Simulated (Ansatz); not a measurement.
## A series of single points on Cr

System: Cr (Fddd, 2 atoms in the cell).
Method: DFT, LDA (PW92), plane waves (420 eV) with PAW, scalar-relativistic, spin-polarised (Ansatz 0.2.0).

The 6 runs differ only in the geometry, by an even scaling of the cell at fixed fractional positions.

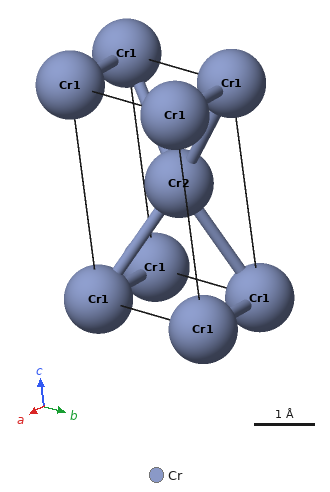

Figure 1. The structure of run 4 (ball-and-stick view of the reduced cell, seen slightly off an axis; atoms are numbered from 1 in the order of the input).

**Input of run 4**
```yaml
crystal:
  lattice:
    - [-1.7223839268, 1.7223134752, 1.1817216623]
    - [1.7223134752, -1.7223839268, 1.1817216623]
    - [2.8170173754, 2.8170173754, -1.1818506945]
  atoms:
    - { symbol: Cr, position: [0.9999881537, 1.18463e-05, 1.0], spin: 1.5 }
    - { symbol: Cr, position: [0.7500118463, 0.2499881537, 0.5], spin: -1.5 }
hamiltonian:
  xc: lda
  pseudopotentials:
    kind: paw
    azcp:
      Cr: "pseudopotentials/Cr.paw.azcp"
basis:
  ecutwfc: 420
  fft_grid_basis: typed
kpoints:
  mp_grid: { grid: [17, 17, 9], shift: [0, 0, 0] }
magnetization:
  spin_polarized: true
scf:
  occupations: { method: fermi_dirac, width: 0.05 }
  lower_state_search: "off"
output:
  stress: true
```

Run 5 differs from it as follows:
```diff
-    - [-1.7223839268, 1.7223134752, 1.1817216623]
-    - [1.7223134752, -1.7223839268, 1.1817216623]
-    - [2.8170173754, 2.8170173754, -1.1818506945]
+    - [-1.7441885697, 1.7441172262, 1.1966817525]
+    - [1.7441172262, -1.7441885697, 1.1966817525]
+    - [2.8526796091, 2.8526796091, -1.1968124182]
```

**Results, with one run withheld**

```csv
run,volume per atom (Å³),"free energy per atom, from the lowest run given (meV)",pressure (GPa)
1,9.703,159.77,47.11
2,10.144,57.20,28.07
3,10.585,1.99,12.58
4,11.467,0.00,−10.29
5,11.908,?,?
6,12.349,101.22,−25.43
```

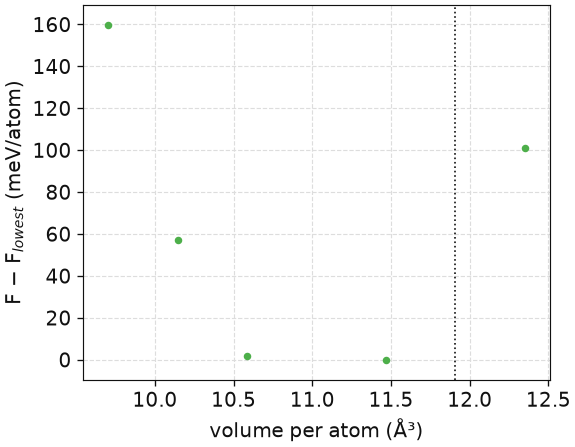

Figure 2. Free energy per atom of the runs given; the dotted line marks run 5.

Estimate the energy of run 5 from the others.

A cubic polynomial in V^(−2/3) (the Birch–Murnaghan form), fitted to the 5 runs given, misses them by at most 0.02 meV per atom. With x = V^(−2/3) − 0.20489 Å⁻², it reads F = −9.7512 + 3256.4 x + 5.4023e+05 x² + 1.6051e+05 x³ (meV per atom). At run 5 it gives 40.19 meV per atom, and the run itself gives 40.23. The slope of the fit gives a pressure −dF/dV of −18.64 GPa there, and the run prints −18.65 GPa. The fit has its minimum at 11.025 Å³ per atom, where V d²F/dV² gives 284 GPa. Cell shape and fractional positions are held, so this is the stiffness under even scaling; the relaxed bulk modulus wasn't computed.

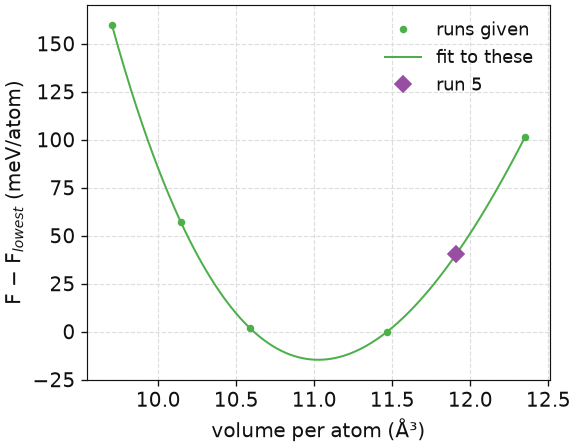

Figure 3. The fit and the withheld run.

**Output, shortened to warnings, some set-up lines, iterations and results (run 5)**
```
Warning: [file] the record states the generating functional pbe (its physics header spells it `PBE`), which answers neither for hamiltonian.xc's functional nor for the lda family's — results may be inconsistent (PPs are generated against a specific XC)
WARN: the starting moments were not kept: the SCF closed with an absolute magnetisation of 8.6e-6 μB, where they sum to 3 μB in size (2 sites). That is at most 0.1 of that sum. Measured as dr2_m measures the in/out step, that magnetisation stands 3.4e-11 eV from none, at or under the dr2_threshold of 1.0e-7 eV: it is no larger than a step whose dr2_m would equal this threshold. The system may …
Basis set: ecut = 420 eV, 455 PW (Γ)
Symmetry: 2 space group operations
k-points: 693 of 2601 (time reversal used)
Initial density: superposition of atomic densities (chi_scale 0.1, normalization cell)
[...]
SCF iter   1: F=—  HF=-6648.713101 eV  |F-HF|=—  |Δ(HF+E_count)|=         —  Δρ=1.52e-1 (↑1.52e-1 ↓1.52e-1)  dr2=1.16e1  dr2_m=1.79e0  M=0.000 μB ∫|m|=1.292 μB  β_m=0.30  …
SCF iter   2: F=—  HF=-6646.364031 eV  |F-HF|=—  |Δ(HF+E_count)|=    2.35e0  Δρ=8.78e-2 (↑8.78e-2 ↓8.78e-2)  dr2=3.27e0  dr2_m=8.20e-1  M=-0.000 μB ∫|m|=1.307 μB  β_m=0.30  …
SCF iter   3: F=—  HF=-6645.542123 eV  |F-HF|=—  |Δ(HF+E_count)|=   8.22e-1  Δρ=4.11e-2 (↑4.11e-2 ↓4.11e-2)  dr2=7.82e-2  dr2_m=3.08e-1  M=-0.000 μB ∫|m|=1.385 μB  β_m=0.30  …
SCF iter   4: F=—  HF=-6645.518391 eV  |F-HF|=—  |Δ(HF+E_count)|=   2.37e-2  Δρ=3.62e-2 (↑3.62e-2 ↓3.62e-2)  dr2=5.03e-2  dr2_m=2.71e-1  M=0.000 μB ∫|m|=1.207 μB  β_m=0.30  …
SCF iter   5: F=—  HF=-6645.530139 eV  |F-HF|=—  |Δ(HF+E_count)|=   1.17e-2  Δρ=2.88e-2 (↑2.88e-2 ↓2.85e-2)  dr2=1.50e-3  dr2_m=1.79e-1  M=-0.000 μB ∫|m|=1.122 μB  β_m=0.30  …
[... 12 lines ...]
SCF iter  18: F=-6645.631803 eV  HF=-6645.631803 eV  |F-HF|=6.81e-9  |Δ(HF+E_count)|=   1.35e-5  Δρ=1.42e-5 (↑1.42e-5 ↓1.42e-5)  dr2=3.50e-8  dr2_m=2.79e-8  M=-0.000 μB …
SCF iter  19: F=-6645.631803 eV  HF=-6645.631803 eV  |F-HF|=4.20e-9  |Δ(HF+E_count)|=   1.30e-8  Δρ=5.15e-6 (↑5.15e-6 ↓4.88e-6)  dr2=6.45e-9  dr2_m=2.60e-9  M=-0.000 μB …
SCF iter  20: F=-6645.631803 eV  HF=-6645.631803 eV  |F-HF|=2.64e-11  |Δ(HF+E_count)|=  7.00e-11  Δρ=9.24e-7 (↑9.24e-7 ↓7.76e-7)  dr2=1.27e-10  dr2_m=1.21e-10  M=-0.000 μB …
SCF iter  21: F=-6645.631803 eV  HF=-6645.631803 eV  |F-HF|=5.46e-12  |Δ(HF+E_count)|=  1.36e-10  Δρ=2.04e-7 (↑1.43e-7 ↓2.04e-7)  dr2=9.50e-12  dr2_m=5.73e-12  M=-0.000 μB …
SCF 1 converged in 21 iterations: F = -6645.631803 eV  dr2 = 9.50e-12
SCF converged after 21 iterations
Magnetization: -0.0000 μB (14.0000 up, 14.0000 down)
Absolute magnetization: 0.0000 μB (∫|ρ↑−ρ↓|, with the PAW one-centre terms)
Spin contamination: 0.0000 ħ² per cell (⟨S²⟩ above its minimum at these occupations)
Per-site moments (μB) at R_I (Å): [(-3.866098537558198e-6, 0.9872624466897516), (3.8485065845887834e-6, 0.9872624466897516)]
Free energy (F): -6645.631803 eV
Harris-Foulkes:  -6645.631803 eV  (|F-HF|=5.46e-12)
Internal energy: -6645.617557 eV  (E = F + TS)
E sigma→0 (E₀):  -6645.624680 eV
Entropy (-TS):   -0.014246 eV (-7.123 meV/atom)
Fermi energy:    18.241669 eV
--- Per-component energies (eV) ---
  E_band       = -309.243095
  E_kinetic    = 686.793230
  E_local      = -2431.484206  (includes V_loc(G=0)·N_el)
  E_nonlocal   = 166.836125
  E_hartree    = 1052.748457
  E_xc         = -277.811801
  E_vxc        = -356.351064  (∫ρ·V_xc dr)
  E_paw        = -2281.850228  (= ΣΔE_a)
  E_vpaw       = -480.534867  (= ΣTr[D̂ρ^β])
  E_aug_tail   = 0.000744  (compensation charges beyond the density's cutoff)
  E_ewald      = -3561.580129
  E_core_change = 0.730249  (= ΣΔE_core)
  E_smearing   = -0.014246  (= −TS)
  E_closure    = 0.000000  (closes the sum)
  Σ components = -6645.631803   (vs F -6645.631803, Δ=0.00e0)
--- Stress (GPa, compression-positive) ---
      -18.768871      -0.412712       0.001902
       -0.412712     -18.768871       0.001902
        0.001902       0.001902     -18.400508
  P = ⅓ Tr σ = -18.6461 GPa (-186.461 kbar)
```

Warnings of the run: the PAW datasets were made with another functional; some starting moments were not kept.
